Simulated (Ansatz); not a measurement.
**Structural relaxation of generalised stacking fault on (111) (shuffle set) of a GaAs-GaSb solid solution (48 atoms)**

How does generalised stacking fault on (111) (shuffle set) of a GaAs-GaSb solid solution (48 atoms) relax, and what do bonds, charges and levels look like afterwards?

Program: Ansatz 0.2.0. Level of theory: Kohn-Sham DFT, PBE, PAW (set soft_2), plane waves. Results are calculated unless marked as measured.

### 1. Starting point

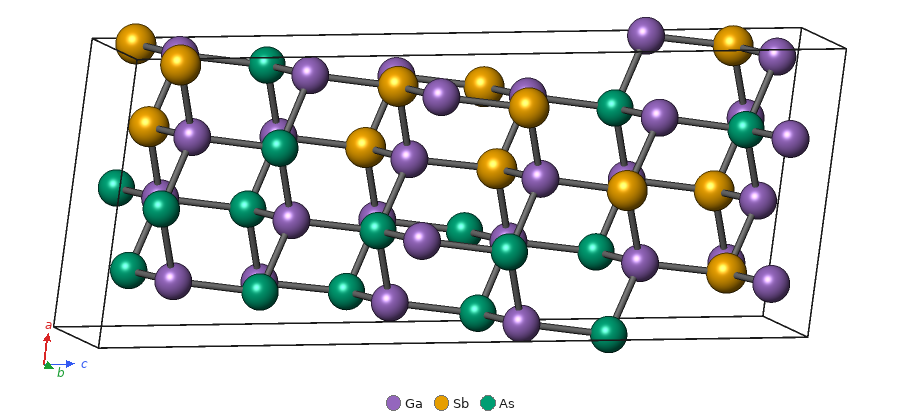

The cell as given, from the side, with the c axis across the page (gallium purple, antimony orange, arsenic teal). Some periodic images of atoms are drawn too.

The cell holds 48 atoms: 24 Ga, 10 Sb and 14 As. Its edges and angles: a = 8.267 Å, b = 7.159 Å, c = 20.435 Å, α = 90.0°, β = 82.3°, γ = 90.0°. It derives from GaAs and GaSb. Zinc-blende GaAs lattice (a = 5.8453 Å, the value set for the mixture), cell with z along [111], 2 x 1 x 2 periods; the third cell vector is tilted by 0.667 of 1/2[1-10] and lengthened by 0 Å, so the cell holds one fault (shuffle set); displaced by a Gaussian of 0.01 Å; 10 of 24 As sites given to Sb at random (lattice constant by Vegard's rule between GaAs and GaSb).

What the set-up can't give: Atoms were free to move along the slip, so the relaxation can undo part or all of it. The host structure and its lattice constant were typed by rule, without a check against the phase diagram. No spin–orbit coupling is included, so levels derived from the heavy atoms are approximate.

### 2. Single point at the start

The forces at the start show how far the geometry lies from a minimum of this functional.

input.yaml

```yaml
crystal:
  lattice:
    - [8.2665, 0.0, 0.0]
    - [0.0, 7.159, 0.0]
    - [2.75547, 0.0, 20.24871]
  atoms:
    - { symbol: Ga, position: [0.43918, 0.49949, 0.93768] }
    - { symbol: Sb, position: [0.72845, 0.4992, 0.06321] }
    - { symbol: Ga, position: [0.71527, 0.83, 0.10396] }
    - { symbol: As, position: [0.67224, 0.83388, 0.2295] }
    - { symbol: Ga, position: [0.93843, 0.49954, 0.93758] }
    - { symbol: As, position: [0.23014, 0.4992, 0.06177] }
    - { symbol: Ga, position: [0.21545, 0.82928, 0.10454] }
    - { symbol: As, position: [0.17371, 0.834, 0.22878] }
    - { symbol: Ga, position: [0.1871, 0.99956, 0.93837] }
    - { symbol: As, position: [0.47957, 0.99925, 0.06255] }
    - { symbol: Ga, position: [0.46652, 0.33332, 0.10376] }
    - { symbol: As, position: [0.4245, 0.3356, 0.22934] }
    - { symbol: Ga, position: [0.40853, 0.66593, 0.2709] }
    - { symbol: As, position: [0.36763, 0.66478, 0.39516] }
    - { symbol: Ga, position: [0.66165, 0.16793, 0.27045] }
    - { symbol: Sb, position: [0.61925, 0.16633, 0.39564] }
    - { symbol: Ga, position: [0.60186, 0.49978, 0.43723] }
    - { symbol: Sb, position: [0.56387, 0.49925, 0.56253] }
    - { symbol: Ga, position: [0.55193, 0.83457, 0.6035] }
    - { symbol: Sb, position: [0.50647, 0.83417, 0.7283] }
    - { symbol: Ga, position: [0.68945, 0.99944, 0.93813] }
    - { symbol: Sb, position: [0.97907, 0.00078, 0.06254] }
    - { symbol: Ga, position: [0.96371, 0.33452, 0.10452] }
    - { symbol: As, position: [0.92359, 0.33382, 0.22945] }
    - { symbol: Ga, position: [0.91164, 0.6683, 0.26992] }
    - { symbol: Sb, position: [0.8679, 0.66748, 0.3962] }
    - { symbol: Ga, position: [0.15676, 0.16454, 0.27121] }
    - { symbol: As, position: [0.12006, 0.16734, 0.3957] }
    - { symbol: Ga, position: [0.10445, 0.5001, 0.43672] }
    - { symbol: As, position: [0.06306, 0.50078, 0.56304] }
    - { symbol: Ga, position: [0.04963, 0.8358, 0.60407] }
    - { symbol: As, position: [0.00719, 0.83168, 0.72965] }
    - { symbol: Ga, position: [0.35477, 0.99942, 0.43695] }
    - { symbol: As, position: [0.31193, 0.00019, 0.56227] }
    - { symbol: Ga, position: [0.29842, 0.33277, 0.604] }
    - { symbol: As, position: [0.2572, 0.33311, 0.72967] }
    - { symbol: Ga, position: [0.24124, 0.66692, 0.77153] }
    - { symbol: Sb, position: [0.2017, 0.66746, 0.89552] }
    - { symbol: Ga, position: [0.49399, 0.16802, 0.77052] }
    - { symbol: Sb, position: [0.4505, 0.16664, 0.89623] }
    - { symbol: Ga, position: [0.85338, 0.99782, 0.43705] }
    - { symbol: Sb, position: [0.81181, 0.0022, 0.56253] }
    - { symbol: Ga, position: [0.8007, 0.33333, 0.60397] }
    - { symbol: As, position: [0.75592, 0.33141, 0.72925] }
    - { symbol: Ga, position: [0.74508, 0.66722, 0.77169] }
    - { symbol: As, position: [0.69897, 0.66543, 0.89609] }
    - { symbol: Ga, position: [0.99277, 0.16662, 0.77061] }
    - { symbol: Sb, position: [0.95318, 0.16416, 0.8957] }
kpoints:
  mp_grid: { grid: [2, 2, 1] }
hamiltonian:
  xc: pbe
scf:
  occupations: { method: gaussian, width: 0.05 }
output:
  forces: true
```

Command:

```
ansatz run input.yaml --threads 4 --pin off --max-ram 8192MiB --backend cpu --events-out ev --progress --plain --runs-dir out
```

Numbers of over 12 decimals in the logs are rounded to 6 here.

Log:

```text
Engine: ansatz 0.2.0, aarch64-unknown-linux-gnu
Pseudopotentials: kind: paw
Pseudopotential: Ga, paw, valence charge 13, recommended cutoff 420 eV (normal), Ga.paw.azcp
Pseudopotential: Sb, paw, valence charge 15, recommended cutoff 420 eV (normal), Sb.paw.azcp
Pseudopotential: As, paw, valence charge 15, recommended cutoff 420 eV (normal), As.paw.azcp
Functional definition: PBE
  parameter kappa = 0.804
  parameter beta = 0.066725
  exchange = pbe_x(kappa = kappa, mu = beta*pi^2/3)
  correlation = pbe_c(beta = beta)
Crystal: 48 atoms, lattice volume = 1198.316 Å³
Basis set: ecut = 420 eV, 23423 PW (Γ), exchange–correlation on 120×96×288 points (8 copies of the dense FFT grid, shifted against one another)
Bands: 384, of which v1, the nominal top of the filled ones, is band 336 counted from 1 (335 counted from 0)
Symmetry: 1 space group operations
Space group: P1 (ITA 1), of the structure as read, at distance tolerance 1.1e-4 Å
k-points: 4
Non-local potential: Ga, projectors of the file, l = 0: 2, l = 1: 2, l = 2: 3, l = 3: 1
Non-local potential: Sb, projectors of the file, l = 0: 2, l = 1: 2, l = 2: 2, l = 3: 2
Non-local potential: As, projectors of the file, l = 0: 2, l = 1: 2, l = 2: 3, l = 3: 1
PAW form: soft (Blöchl's): semilocal exchange-correlation on the pseudo side does not see the compensation charge
PAW one-centre angular grid: Ga, 590 points (default); XC on 64 Gauss nodes
PAW one-centre angular grid: Sb, 590 points (default); XC on 64 Gauss nodes
PAW one-centre angular grid: As, 590 points (default); XC on 64 Gauss nodes
Initial density: superposition of atomic densities (neutral atoms: chi_scale 0, normalization atom), corrected by the library's trained network
Initial wavefunctions: pseudopotential atomic-orbital guess
Functional: x = pbe(κ = 0.804, μ = 0.219515), c = pbe(β = 0.066725)
SCF iter   1: F=—  HF=-223629.457296 eV  |F-HF|=—  |Δ(HF+E_count)|=         —  Δρ=1.88e-3  dr2=9.37e-2  ethr=1.77e-3  ⟨swp⟩=6.2  Hψ=5665  notcnv=0  defer=3
preconditioner: auto → LDOS  [insulator: Δε(μ)=0.108 eV  Ē_g=13.425 eV  σ=0.050 eV  W_gap=0.87  n_scr=310 (ndim 8)  ℏωp=22.3 eV  f_vac=0.080  D(μ)=3.49/eV (n_scr^D=4)  ε∞_Penn≈3.8  β→1.0]
SCF iter   2: F=—  HF=-223629.428092 eV  |F-HF|=—  |Δ(HF+E_count)|=   2.92e-2  Δρ=1.51e-3  dr2=6.01e-2  ethr=1.39e-5  ⟨swp⟩=2.0  Hψ=2875  notcnv=0  defer=173
SCF iter   3: F=—  HF=-223629.410974 eV  |F-HF|=—  |Δ(HF+E_count)|=   1.71e-2  Δρ=3.82e-4  dr2=4.96e-3  ethr=8.95e-6  ⟨swp⟩=2.0  Hψ=2425  notcnv=0  defer=173
SCF iter   4: F=—  HF=-223629.409458 eV  |F-HF|=—  |Δ(HF+E_count)|=   1.52e-3  Δρ=9.13e-5  dr2=1.96e-4  ethr=7.38e-7  ⟨swp⟩=2.0  Hψ=2364  notcnv=0  defer=173
SCF iter   5: F=—  HF=-223629.409460 eV  |F-HF|=—  |Δ(HF+E_count)|=   1.62e-6  Δρ=3.71e-5  dr2=3.77e-5  ethr=2.92e-8  ⟨swp⟩=2.0  Hψ=2428  notcnv=0  defer=173
SCF iter   6: F=—  HF=-223629.409616 eV  |F-HF|=—  |Δ(HF+E_count)|=   1.57e-4  Δρ=1.10e-5  dr2=1.99e-6  ethr=5.61e-9  ⟨swp⟩=2.0  Hψ=2452  notcnv=0  defer=171
SCF iter   7: F=—  HF=-223629.409617 eV  |F-HF|=—  |Δ(HF+E_count)|=   9.48e-7  Δρ=3.89e-6  dr2=2.27e-7  ethr=2.96e-10  ⟨swp⟩=2.0  Hψ=2428  notcnv=0  defer=171
SCF iter   8: F=-223629.409617 eV  HF=-223629.409617 eV  |F-HF|=2.39e-8  |Δ(HF+E_count)|=   1.99e-7  Δρ=1.32e-6  dr2=2.34e-8  ethr=1.49e-11  ⟨swp⟩=4.0  Hψ=4580  notcnv=0
SCF 1 converged in 8 iterations: F = -223629.409617 eV  dr2 = 2.34e-8
  greatest PAW one-centre occupation: 0.999 electrons in one spin orbital (limit 2), on the As atom at site 45 (counted from 0), in its partial waves of l = 2
SCF converged after 8 iterations
Free energy (F): -223629.409617 eV
Harris-Foulkes:  -223629.409617 eV  (|F-HF|=2.39e-8)
Internal energy: -223629.404884 eV  (E = F + TS)
E sigma→0 (E₀):  -223629.407251 eV
Entropy (-TS):   -0.004734 eV (-0.099 meV/atom)
Fermi energy:    8.178180 eV
--- Per-component energies (eV) ---
  E_band       = -6965.365226
  E_kinetic    = 6304.665055
  E_local      = -93802.522408  (includes V_loc(G=0)·N_el)
  E_nonlocal   = 4431.763166
  E_hartree    = 45572.368471
  E_xc         = -4152.353806
  E_vxc        = -3464.966931  (∫ρ·V_xc dr)
  E_paw        = -119185.422342  (= ΣΔE_a)
  E_vpaw       = -11579.040333  (= ΣTr[D̂ρ^β])
  E_aug_tail   = -0.002612  (compensation charges beyond the density's cutoff)
  E_ewald      = -62797.900408
  E_smearing   = -0.004734  (= −TS)
  E_closure    = -0.000000  (closes the sum)
  Σ components = -223629.409617   (vs F -223629.409617, Δ=0.00e0)
--- Forces (eV/Å), atoms counted from 1 ---
  atom   1  Ga     0.04820817     0.48665828     0.89520122
  atom   2  Sb     0.80391095     0.10071805    -1.43539239
  atom   3  Ga    -1.16019275     0.69161334     0.97521286
  atom   4  As     0.18234190     0.05189280    -0.04547326
  atom   5  Ga    -1.62827765     0.38038944     0.75820546
  atom   6  As     0.85063821     0.02882557    -0.27664974
  atom   7  Ga     0.79761141    -0.60241748     0.43787449
  atom   8  As     0.20336560    -0.04644443     0.11504727
  atom   9  Ga    -0.44710534    -0.12363695     1.11922484
  atom  10  As     0.86247247     0.03643806    -0.32257924
  atom  11  Ga    -1.33491386    -0.85621556     0.65997512
  atom  12  As    -0.02750010    -0.18575663    -0.00206621
  atom  13  Ga    -0.01826309     0.02636830    -0.08570762
  atom  14  As    -0.03112092     0.14608785     0.17026023
[...]
atom  47  Ga    -0.10622558    -0.02390518    -1.26010565
  atom  48  Sb    -0.16094139     0.31095132    -0.08566202
  max |Σ_I F_I| component: 2.43e-5 eV/Å
```

Elapsed: 36 s, on 4 threads of Arm Neoverse V2, shared host; peak memory 6.2 GiB; 2.3 min of CPU time.

The column dr2 measures how far the density is from self-consistency, as an energy; F and HF (Harris–Foulkes) agree once it is small.

The program notes that it cut back its work space to fit the memory limit.

Numbers from this run:

```
free energy            : -223629.4096 eV
free energy per atom   : -4658.9460 eV/atom
SCF cycles             : 8
r.m.s. force component : 0.5747 eV/Å
longest force          : 1.836 eV/Å
Fermi energy           : 8.178 eV
```

The r.m.s. force component of 0.57 eV/Å sets the starting point.

Neighbours are counted within 2.82 Å (Ga-As), 3.05 Å (Ga-Sb), cutoffs set anew for this text.

Length of the force by element and coordination:

| element | coordination | atoms | mean length of the force (eV/Å) | spread | least | most |
| --- | --- | --- | --- | --- | --- | --- |
| As | all | 14 | 0.302 | 0.256 | 0.0737 | 0.921 |
| As | 3 | 2 | 0.908 | 0.0133 | 0.895 | 0.921 |
| As | 4 | 12 | 0.201 | 0.0713 | 0.0737 | 0.324 |
| Ga | all | 24 | 1.23 | 0.406 | 0.0915 | 1.84 |
| Ga | 3 | 2 | 1.40 | 0.382 | 1.02 | 1.78 |
| Ga | 4 | 22 | 1.21 | 0.404 | 0.0915 | 1.84 |
| Sb | all | 10 | 0.525 | 0.498 | 0.147 | 1.65 |

### 3. Relaxation

The atoms are relaxed in the fixed cell, aiming at the force tolerance of the input.

input.yaml, as its differences from that of step 2:

```diff
@@ -15 +15,4 @@
   forces: true
+relax:
+  f_tol: 0.05
+  max_steps: 86
```

Log:

```text
[...]
Crystal: 48 atoms, lattice volume = 1198.316 Å³
Basis set: ecut = 420 eV, 23423 PW (Γ), exchange–correlation on 120×96×288 points (8 copies of the dense FFT grid, shifted against one another)
Bands: 404, of which v1, the nominal top of the filled ones, is band 336 counted from 1 (335 counted from 0)
Symmetry: 1 space group operations
[...]
k-points: 4
[...]
SCF iter   1: F=—  HF=-223629.456328 eV  |F-HF|=—  |Δ(HF+E_count)|=         —  Δρ=1.87e-3  dr2=9.36e-2  ethr=1.77e-3  ⟨swp⟩=6.0  Hψ=5870  notcnv=0  defer=28
[...]
SCF iter   6: F=-223629.409616 eV  HF=-223629.409616 eV  |F-HF|=2.27e-7  |Δ(HF+E_count)|=   1.01e-7  Δρ=1.09e-5  dr2=1.97e-6  ethr=5.45e-9  ⟨swp⟩=2.0  Hψ=5292  notcnv=0
SCF 1 converged in 6 iterations: F = -223629.409616 eV  dr2 = 1.97e-6
[...]
relax step   1: F+E_penalty+E_count = -223629.40961611 eV  Δ(F+E_penalty+E_count) = +0.000e0 eV  max|allowed force component| = 1.628e0 eV/Å  Δτ_max = 0.0000 Å  (6 SCF iters, dr2 threshold 6.25e-5 eV, accepted)
[...]
relax step   2: F+E_penalty+E_count = -223631.92397611 eV  Δ(F+E_penalty+E_count) = -2.514e0 eV  max|allowed force component| = 5.558e-1 eV/Å  Δτ_max = 0.1945 Å  (6 SCF iters, dr2 threshold 1.00e-4 eV, accepted)
[...]
relax step   3: F+E_penalty+E_count = -223632.64842045 eV  Δ(F+E_penalty+E_count) = -7.244e-1 eV  max|allowed force component| = 3.851e-1 eV/Å  Δτ_max = 0.2000 Å  (8 SCF iters, dr2 threshold 1.93e-5 eV, accepted)
relax step   4: F+E_penalty+E_count = -223633.11612097 eV  Δ(F+E_penalty+E_count) = -4.677e-1 eV  max|allowed force component| = 1.767e-1 eV/Å  Δτ_max = 0.2000 Å  (8 SCF iters, dr2 threshold 1.73e-5 eV, accepted)
relax step   5: F+E_penalty+E_count = -223633.22951184 eV  Δ(F+E_penalty+E_count) = -1.134e-1 eV  max|allowed force component| = 5.859e-2 eV/Å  Δτ_max = 0.1424 Å  (8 SCF iters, dr2 threshold 6.58e-6 eV, accepted)
[...]
relax step   6: F+E_penalty+E_count = -223633.23426645 eV  Δ(F+E_penalty+E_count) = -4.755e-3 eV  max|allowed force component| = 2.687e-2 eV/Å  Δτ_max = 0.0347 Å  (8 SCF iters, accepted)
SCF converged after 8 iterations
Free energy (F): -223633.234266 eV
[...]
Internal energy: -223633.234189 eV  (E = F + TS)
E sigma→0 (E₀):  -223633.234228 eV
Entropy (-TS):   -0.000077 eV (-0.002 meV/atom)
Fermi energy:    8.180439 eV
[...]
--- Forces (eV/Å), atoms counted from 1 ---
  atom   1  Ga    -0.00599677     0.00133375     0.00942572
  atom   2  Sb    -0.01990218    -0.02200730    -0.01836134
  atom   3  Ga     0.00721679     0.00860731     0.00038096
  atom   4  As    -0.01179879    -0.00022090    -0.01161519
  atom   5  Ga     0.00530107    -0.00520467     0.02686594
  atom   6  As     0.01458236     0.00595814     0.00391831
  atom   7  Ga    -0.00260832    -0.00037729     0.00482198
  atom   8  As     0.00093145     0.00430468    -0.01123436
  atom   9  Ga    -0.00686844    -0.00357180     0.01971828
  atom  10  As     0.01806116    -0.00608343     0.00505874
  atom  11  Ga     0.01531440     0.00739222    -0.00195537
  atom  12  As    -0.00948321    -0.00603134    -0.00988975
  atom  13  Ga     0.00332454    -0.00174445     0.00570464
  atom  14  As    -0.00103808     0.00246987     0.00862699
[...]
atom  47  Ga     0.00540537    -0.00234345    -0.00309208
  atom  48  Sb     0.00929891    -0.00269518     0.01118405
  max |Σ_I F_I| component: 2.19e-5 eV/Å
--- Relaxed structure (6 steps of the walk, 6 accepted, 0 SCFs on fresh bases) ---
  F+E_penalty+E_count = -223633.23426645 eV   max|allowed force component| = 2.687e-2 eV/Å
  atoms:
    - { symbol: Ga, position: [0.374613, 0.508075, 0.945335] }
    - { symbol: Sb, position: [0.791064, 0.498481, 0.066882] }
    - { symbol: Ga, position: [0.763270, 0.841115, 0.110391] }
    - { symbol: As, position: [0.714027, 0.832459, 0.230811] }
[...]
- { symbol: Sb, position: [0.874909, 0.163514, 0.893178] }
```

Run time: 3.7 min. Hardware: 4 threads; peak memory 5.3 GiB; 15 min of CPU time.

Step by step:

| step | energy less that of the first step (eV) | largest force component (eV/Å) |
| --- | --- | --- |
| 1 | 0.0000 | 1.6283 |
| 2 | -2.5144 | 0.5558 |
| 3 | -3.2388 | 0.3851 |
| 4 | -3.7065 | 0.1767 |
| 5 | -3.8199 | 0.0586 |
| 6 | -3.8247 | 0.0269 |

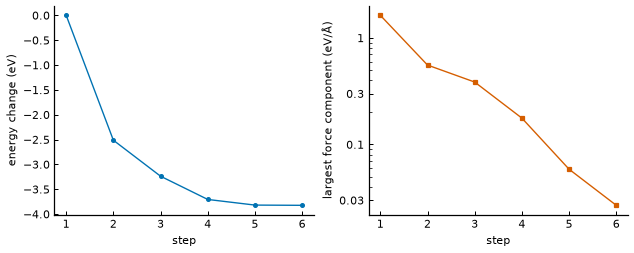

Energy and largest force along the relaxation.

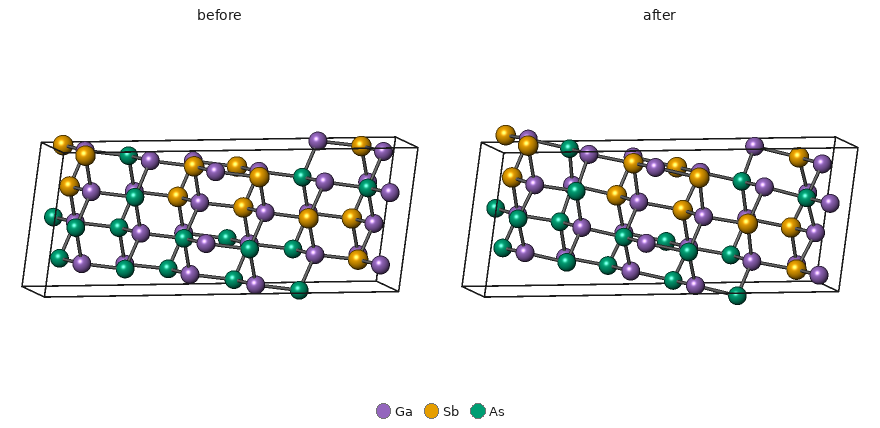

The structure before and after the relaxation, drawn at the same scale.

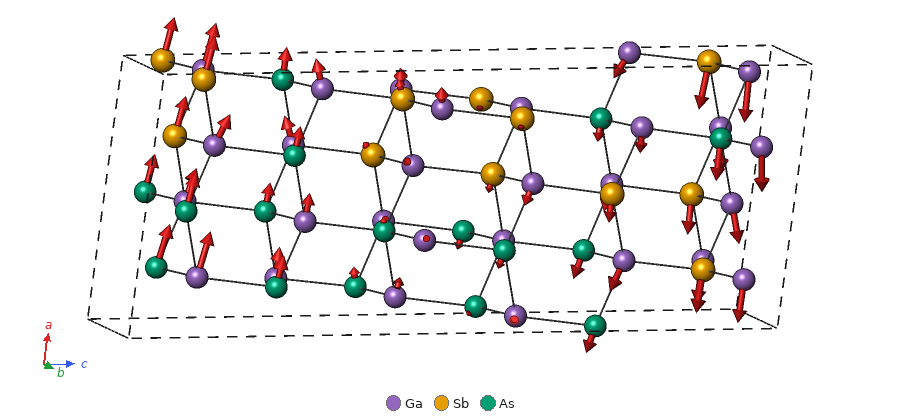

Displacements in the relaxation, exaggerated; the longest in the cell stands for 0.71 Å. Some periodic images of atoms are drawn too.

The atoms that moved most (Å):

| atom | dx | dy | dz | length |
| --- | --- | --- | --- | --- |
| Ga5 | -0.708 | 0.023 | 0.018 | 0.709 |
| Ga23 | 0.674 | 0.049 | 0.081 | 0.680 |
| Sb48 | -0.654 | -0.005 | -0.051 | 0.656 |
| Ga7 | 0.639 | -0.038 | 0.109 | 0.650 |
| Ga21 | -0.616 | -0.141 | 0.115 | 0.642 |
| As6 | 0.607 | 0.034 | 0.100 | 0.616 |
| Sb22 | 0.581 | -0.024 | 0.080 | 0.587 |
| Ga9 | -0.584 | 0.019 | -0.008 | 0.585 |

The relaxation changed the energy by -79.7 meV/atom, and atoms moved by 0.41 Å r.m.s., 0.71 Å at most.

(Part 1 of 2 ends here.)

[Logs are printed without paths, hosts, clocks, repeated set-up lines and the standing remarks that a program may print on its own settings, such as how far it seeks lower states.]

[Hosts, paths, dates, database ids (printed as entryN), source tags and the programs' standing remarks are cut or masked in the printed files.]
